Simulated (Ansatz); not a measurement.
# PtS2: 5 runs along one coordinate

System: PtS2 (P-3m1, 3 atoms in the cell).
Method: DFT PBE, scalar-relativistic, plane waves, PAW, no spin polarisation (Ansatz 0.2.0).

The 5 runs differ only in the geometry, by a strain of the cell at fixed fractional positions. Against run 3, the strain is εxx = η and εyy = η. The structure derives from an entry of the Crystallography Open Database.

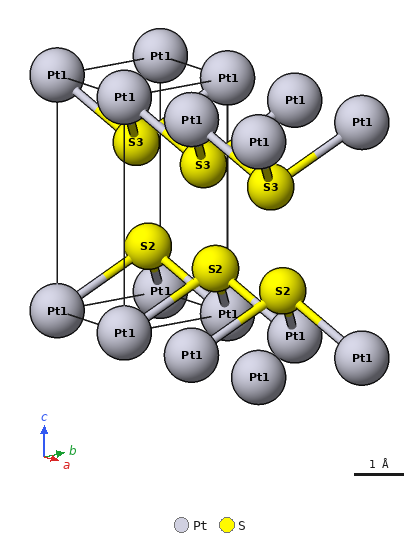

Figure 1. The structure of run 3 (ball-and-stick view of the cell of the calculation, repeated 3 × 1 × 1, seen slightly off an axis; atoms are numbered from 1 in the order of the input). An atom can appear more than once, as a periodic image.

### Input of run 3
```yaml
crystal:
  lattice:
    - [3.5431994758, 0.0, 0.0]
    - [-1.7715997379, 3.0685007567, 0.0]
    - [0.0, 0.0, 4.91283]
  atoms:
    - { symbol: Pt, position: [0.0, 0.0, 0.0] }
    - { symbol: S, position: [0.3333333333, 0.6666666667, 0.25] }
    - { symbol: S, position: [0.6666666667, 0.3333333333, 0.75] }
basis:
  ecutwfc: 420
kpoints:
  mp_grid: { grid: [12, 12, 8] }
hamiltonian:
  xc: pbe
scf:
  occupations: { method: gaussian, width: 0.05 }
output:
  forces: true
  stress: true
  eigenvalues: true
```

Command:
```bash
ansatz run input.yaml --threads 1 --pin off --max-ram 2560MiB --backend cpu --events-out ev --progress --plain --runs-dir out
```

Lattice vectors (Å) and fractional positions of run 3:
```
   3.543199    0.000000    0.000000
  -1.771600    3.068501    0.000000
   0.000000    0.000000    4.912830
Pt  0.000000  0.000000  0.000000
S   0.333333  0.666667  0.250000
S   0.666667  0.333333  0.750000
```

Run 4 differs from it as follows:
```diff
-    - [3.5431994758, 0.0, 0.0]
-    - [-1.7715997379, 3.0685007567, 0.0]
+    - [3.6317794627, 0.0, 0.0]
+    - [-1.8158897313, 3.1452132756, 0.0]
```

### Results, with one run withheld

```csv
run,strain parameter η (%),"free energy per atom, from the lowest run given (meV)",pressure (GPa),gap on the mesh (eV)
1,−5.0000,199.87,28.61,0.67
2,−2.5000,64.49,15.41,0.63
3,0.0000,0.00,5.25,0.48
4,2.5000,?,?,?
5,5.0000,33.18,−8.30,0.17
```

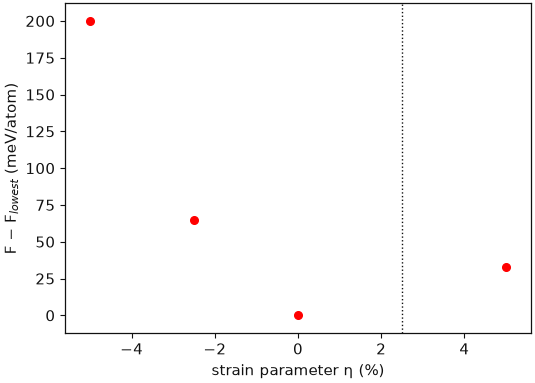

Figure 2. Free energy per atom of the runs given; the dotted line marks run 4.

Estimate the energy of run 4 from the others.

A quadratic polynomial in the coordinate, fitted to the 4 runs given, misses them by at most 3.67 meV per atom. With x = η + 0.6250, it reads F = 9.4048 − 22.426 x + 4.7528 x² (meV per atom). At run 4 it gives −14.26 meV per atom, and the run itself gives −6.70. The fit has its minimum at η = 1.7342 %. The fit misses that run by 7.56 meV per atom. The gap on the mesh goes, without turning, from 0.67 eV in run 1 to 0.17 eV in run 5; run 4 has 0.31 eV. These are gaps of this functional on this mesh, which can miss the band edges; they aren't the measured gap.

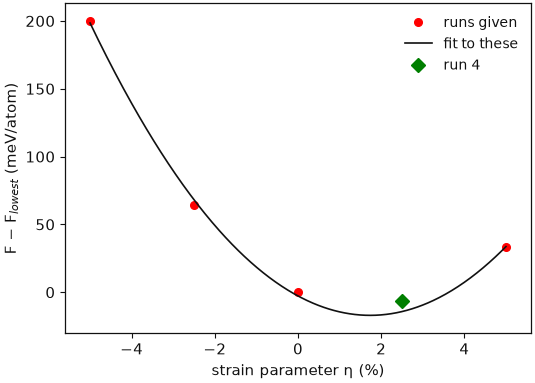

Figure 3. The fit and the withheld run.

### Output, shortened to warnings, some set-up lines, iterations and results (run 4)
```
Basis set: ecut = 420 eV, 1097 PW (Γ), exchange–correlation on 50×50×72 points (8 copies of the dense FFT grid, shifted against one another)
Symmetry: 12 space group operations
k-points: 131 of 1152
Initial density: superposition of atomic densities (neutral atoms: chi_scale 0, normalization atom), corrected by the library's trained network
[...]
SCF iter   1: F=—  HF=-14328.161601 eV  |F-HF|=—  |Δ(HF+E_count)|=         —  Δρ=3.10e-3  dr2=2.98e-3  ethr=1.77e-3  ⟨swp⟩=5.2  Hψ=12100  notcnv=0
SCF iter   2: F=—  HF=-14328.162298 eV  |F-HF|=—  |Δ(HF+E_count)|=   6.97e-4  Δρ=1.44e-3  dr2=8.33e-4  ethr=9.95e-6  ⟨swp⟩=2.9  Hψ=5676  notcnv=0
SCF iter   3: F=—  HF=-14328.162476 eV  |F-HF|=—  |Δ(HF+E_count)|=   1.78e-4  Δρ=6.62e-4  dr2=1.69e-4  ethr=2.78e-6  ⟨swp⟩=2.5  Hψ=3948  notcnv=0
SCF iter   4: F=—  HF=-14328.162525 eV  |F-HF|=—  |Δ(HF+E_count)|=   4.86e-5  Δρ=1.07e-4  dr2=5.37e-6  ethr=5.64e-7  ⟨swp⟩=2.0  Hψ=3832  notcnv=0
SCF iter   5: F=—  HF=-14328.162613 eV  |F-HF|=—  |Δ(HF+E_count)|=   8.82e-5  Δρ=2.52e-5  dr2=5.73e-7  ethr=1.79e-8  ⟨swp⟩=2.0  Hψ=3756  notcnv=0
SCF iter   6: F=-14328.162613 eV  HF=-14328.162613 eV  |F-HF|=2.04e-8  |Δ(HF+E_count)|=   3.86e-7  Δρ=7.65e-6  dr2=4.42e-8  ethr=3.33e-10  ⟨swp⟩=5.8  Hψ=10958  notcnv=0
SCF 1 converged in 6 iterations: F = -14328.162613 eV  dr2 = 4.42e-8
SCF converged after 6 iterations
Free energy (F): -14328.162613 eV
Harris-Foulkes:  -14328.162613 eV  (|F-HF|=2.04e-8)
Internal energy: -14328.162613 eV  (E = F + TS)
E sigma→0 (E₀):  -14328.162613 eV
Fermi energy:    10.954918 eV
--- Per-component energies (eV) ---
  E_band       = -323.217104
  E_kinetic    = 847.115686
  E_local      = -2967.015958  (includes V_loc(G=0)·N_el)
  E_nonlocal   = 255.435191
  E_hartree    = 1157.483734
  E_xc         = -454.840708
  E_vxc        = -476.239362  (∫ρ·V_xc dr)
  E_paw        = -10653.714809  (= ΣΔE_a)
  E_vpaw       = -297.470798  (= ΣTr[D̂ρ^β])
  E_aug_tail   = 0.000196  (compensation charges beyond the density's cutoff)
  E_ewald      = -2512.625945
  E_smearing   = -0.000000  (= −TS)
  E_closure    = -0.000000  (closes the sum)
  Σ components = -14328.162613   (vs F -14328.162613, Δ=0.00e0)
--- Forces (eV/Å), atoms counted from 1 ---
  atom   1  Pt    -0.00000000     0.00000000     0.00000000
  atom   2  S      0.00000000     0.00000000    -0.47366666
  atom   3  S     -0.00000000    -0.00000000     0.47366666
  max |Σ_I F_I| component: 4.63e-18 eV/Å
--- Stress (GPa, compression-positive) ---
       -3.214139      -0.000000       0.000000
        0.000000      -3.214139       0.000000
        0.000000       0.000000      -1.053082
  P = ⅓ Tr σ = -2.4938 GPa (-24.938 kbar)
```

Notes: Spin–orbit coupling is left out, which matters for Pt.
